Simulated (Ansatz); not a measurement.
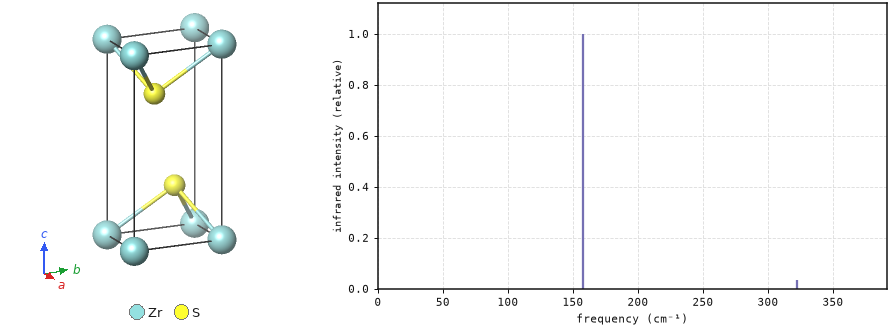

The plot gives the computed infrared spectrum of the zone-centre phonons for ZrS₂, space group P-3m1 (No. 164). The spectrum is scaled to its strongest line. These are zero-field (TO) frequencies; inactive modes don't show. The conventional cell is drawn beside the plot.

Structure:
```xyz
3
Lattice="3.6335 0.0000 0.0000 -1.8167 3.1467 0.0000 0.0000 0.0000 5.9851" Properties=species:S:1:pos:R:3 pbc="T T T"
Zr    0.0000    0.0000    0.0000
S     0.0000    2.0978    1.4511
S     1.8167    1.0489    4.5340
```

Computed with Ansatz 0.2.0: infrared-active and silent optical phonons at the zone centre of an insulator with atoms at rest in the given cell, intensity summed over the level, zero macroscopic field, imaginary frequencies are negative, field response on a mesh refined by the program; PAW. Level: PBEsol, no spin polarisation.

```csv
setting,value
wave cutoff,420 eV
k mesh,12×12×6
occupations,fixed
volume relative to the relaxed cell,1.02
```

Q: Which are the strongest infrared lines?

A: The strongest infrared line is at 158.0 cm⁻¹, and no other reaches 6 % of it.
